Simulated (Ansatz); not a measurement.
System: BN.

Input

```
crystal:
  lattice:
    - [0.0, 1.825575, 1.8075]
    - [1.825575, 0.0, 1.8075]
    - [1.825575, 1.825575, 0.0]
  atoms:
    - { symbol: B, position: [0.0, 0.0, 0.0] }
    - { symbol: "N", position: [0.75, 0.75, 0.75] }
kpoints:
  mp_grid: { grid: [13, 13, 13] }
scf:
  occupations: { method: fermi_dirac, width: 0.03 }
hamiltonian:
  xc: pbesol
  pseudopotentials: { kind: paw }
output:
  forces: true
  stress: true
  eigenvalues: true
  efg: { contact_densities: true }
  write_density: true
  write_potential: true
  elf: true
  volumetric_format: npy
```

Run with:

```sh
ansatz run input.yaml --threads 1 --pin off --max-ram 3072MiB --backend cpu --events-out ev --progress --plain --runs-dir out
```

Below, planes, directions and counts refer to the conventional cell (a = 2.58 Å, b = 2.58 Å, c = 3.62 Å, α = 90.00°, β = 90.00°, γ = 90.00°).

Space group I-4m2; changed on purpose from its base cell (equal xx and yy strain of +1 %, PAW files); computed pressure about −10 GPa in this cell.

Computed with DFT, PBEsol, PAW with Ansatz's default frozen-core files, scalar-relativistic in Ansatz.

What will maps of the valence pseudo-density and electron localisation function show?

Answer. B–N (1.58 Å): ρ at the midpoint is about 1.4 e/Å³; the ELF peaks at about 0.95 between the atoms, as expected for a polar covalent bond.

Does the calculation give a band gap?

Answer. It is gapped, with a Kohn–Sham gap of 4.2 eV on the k-point mesh, an upper bound to the gap of this method.

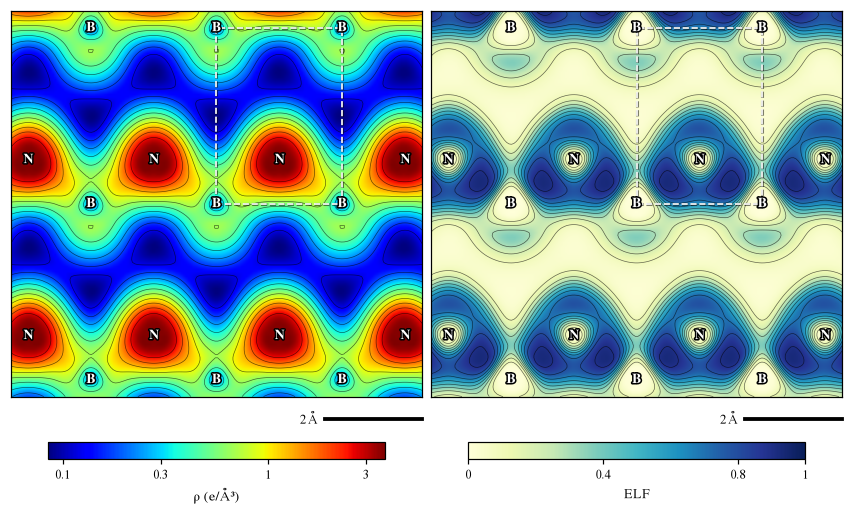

Computed valence pseudo-density and electron localisation function on the (010) plane of the conventional cell, in this order. 

In a PAW calculation such maps are meaningful between the atoms, not at the nuclei.
